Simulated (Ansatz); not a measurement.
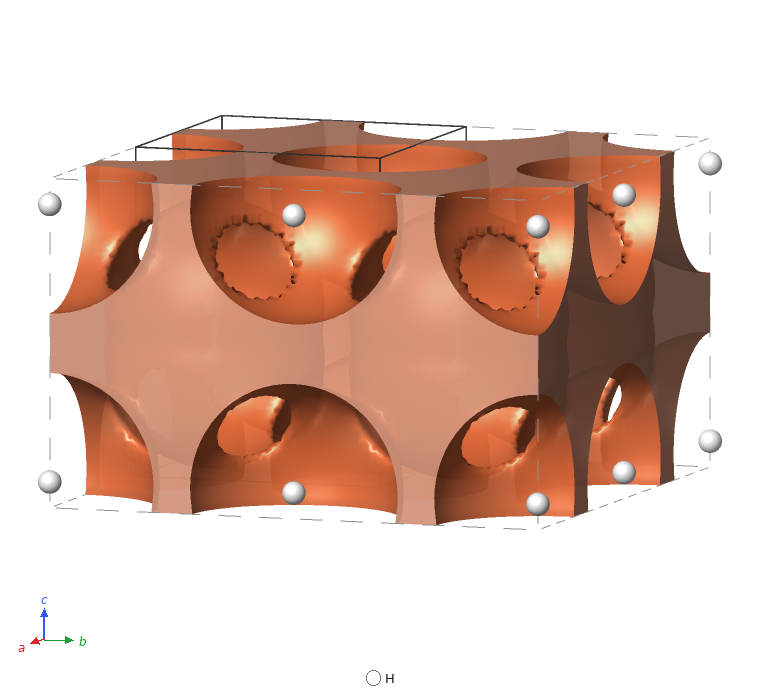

The orange surface encloses the points that the centre of a probe sphere of radius 1.20 Å can occupy in H (I4/mmm, No. 139), computed on a grid of about 0.15 Å (2×2×1 cells shown, view slightly off an axis; pale faces close the region where the box cuts it).

Hard-sphere model; touching radii (half the shortest distance): H 0.37 Å.

Origin of the cell: coordinates from a relaxation at fixed volume with DFT r2SCAN, scalar-relativistic, plane waves, PAW in Ansatz 0.2.0.

```cif
data_structure
_symmetry_space_group_name_H-M 'I4/mmm'
_symmetry_Int_Tables_number 139
_cell_length_a 3.6857
_cell_length_b 3.6857
_cell_length_c 4.7273
_cell_angle_alpha 90.000
_cell_angle_beta 90.000
_cell_angle_gamma 90.000
_cell_volume 64.22
loop_
_atom_site_label
_atom_site_type_symbol
_atom_site_symmetry_multiplicity
_atom_site_Wyckoff_symbol
_atom_site_fract_x
_atom_site_fract_y
_atom_site_fract_z
_atom_site_occupancy
H1 H 4 e 0.00000 0.00000 0.92151 1
```

Do these regions connect?

Answer. Where they connect, they form a three-dimensional network.

What share of the cell can the probe's centre reach?

Answer. About 32 % of the volume (21 Å³ of 64.2 Å³).

Give the largest included and the largest free sphere.

Answer. The largest sphere that fits anywhere has a diameter of 3.55 Å; the largest that can travel through the crystal, about 3.1 Å.

How does the connectivity change as the probe shrinks?

Answer. Below a radius of about 1.55 Å the space forms a three-dimensional network. These are grid estimates, good to about 0.05 Å.
